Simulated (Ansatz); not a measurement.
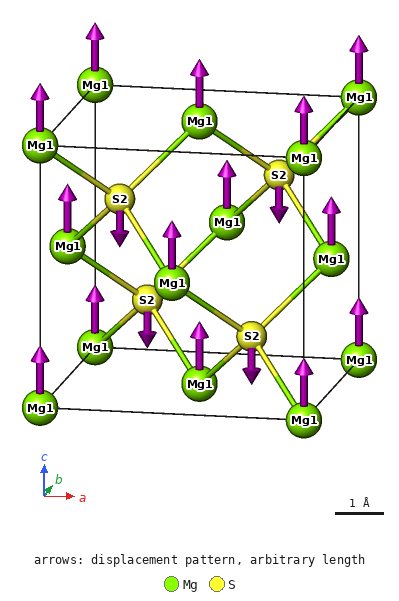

One vibrational mode of crystalline MgS at the zone centre. The purple arrows are the displacements of the atoms (eigenvector over the root of the mass), of arbitrary overall length and sign. Style: ball-and-stick. Shown: the conventional cell (4 times the calculation's cell), slightly off an axis. Lengths and directions refer to the drawn axes.

Computed with DFT PBE, scalar-relativistic, plane waves, PAW (Ansatz 0.2.0). Set-up: plane-wave cutoff 420 eV; k-point mesh 8 × 8 × 8; occupations fixed; no spin polarisation.

Frequencies are those without the non-analytic (LO–TO) term.

**Give the symmetry, activity and frequency of this mode.**

This is the T₂ mode (triply degenerate; one member of the set is drawn) at 323 cm⁻¹, the only optical level, infrared- and Raman-active by symmetry. The Mg sublattice moves against the S sublattice, along c; the kinetic energy is shared as Mg 57 %, S 43 %. Its infrared intensity is 18 (D/Å)²/amu for the set. The value is the transverse one; the longitudinal partner lies at 416 cm⁻¹.
